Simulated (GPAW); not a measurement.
# AlN (P6_3mc): refractive index against wavelength

The refractive index of AlN (P6_3mc) along x below the direct gap (4.18 eV on the mesh) is read from one computed spectrum, n = √(Re ε). x, y and z are the Cartesian axes of the input cell.

The structure is hexagonal, space group P6_3mc (No. 186). The conventional cell has a = 3.113 Å, b = 3.113 Å, c = 4.981 Å, α = 90.00°, β = 90.00°, γ = 120.00°. Around Al on site b lie 4 N at 1.89 Å. Around N on site b lie 4 Al at 1.89 Å.

Method: GPAW 26.7.0, LDA, RPA, k-mesh 12×12×6, local fields up to 80 eV, Lorentzian half width 0.15 eV.

Launch of the response step: `OMP_NUM_THREADS=1 python df.py`. The run took 100 s, its band step included, on 1 thread of Arm Neoverse V1, with other jobs on the host.

| wavelength (nm) | photon energy E (eV) | n |
| --- | --- | --- |
| 1310 | 0.946 | 2.0872 |
| 1064 | 1.165 | 2.0926 |
| 850 | 1.459 | 2.1016 |
| 700 | 1.771 | 2.1139 |
| 633 | 1.959 | 2.1227 |
| 532 | 2.331 | 2.1436 |
| 450 | 2.755 | ? |

In the single-oscillator model n² − 1 = E₀E_d/(E₀² − E²), so 1/(n² − 1) = E₀/E_d − E²/(E₀E_d) is linear in E².

Working, on the rows shown:

| x = E² (eV²) | y = 1/(n² − 1) |
| --- | --- |
| 0.895757 | 0.297938 |
| 1.35784 | 0.295948 |
| 2.12762 | 0.292678 |
| 3.13716 | 0.288303 |
| 3.83641 | 0.285237 |
| 5.43137 | 0.278162 |

Means: x̄ = 2.7977, ȳ = 0.28971. Σ(x − x̄)(y − ȳ) = -0.06216, Σ(x − x̄)² = 14.27. Slope = -0.06216 / 14.27 = -0.004356; intercept = ȳ − slope · x̄ = 0.3019. Turned back into n, the line misses the rows shown by at most 0.00023.

Question: Fill in the last column of the withheld row.

Answer: At x = 7.5912 the line gives y = 0.26883, that is 2.1725. The run gave 2.1742, so the extrapolation is off by 0.0017, 1.9 % of the range in the table.

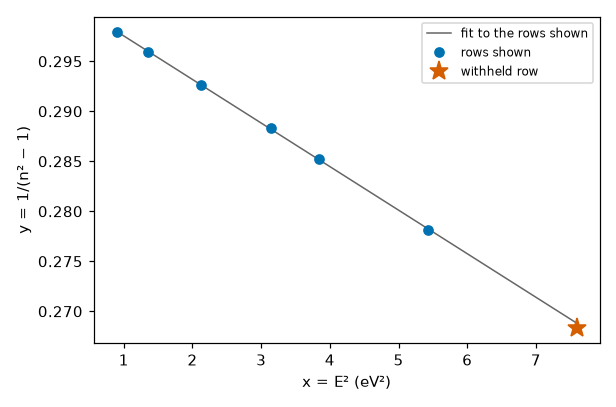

Refitted with all rows, the slope is -0.00442 and the intercept 0.30204. These give E₀ = √(intercept/−slope) = 8.27 eV and E_d = E₀/intercept = 27.4 eV; E₀ is 2.0 times the direct gap. The electronic limit at long wavelengths, without lattice vibrations, is n = √(1 + 1/intercept) = 2.076. The cell comes from an older database entry, whose edges can be off by a per cent or so. Excitons are left out; LDA gaps are as a rule too small. The values come from a sum over the points of one k-mesh and carry its error, which grows as the direct gap shrinks.
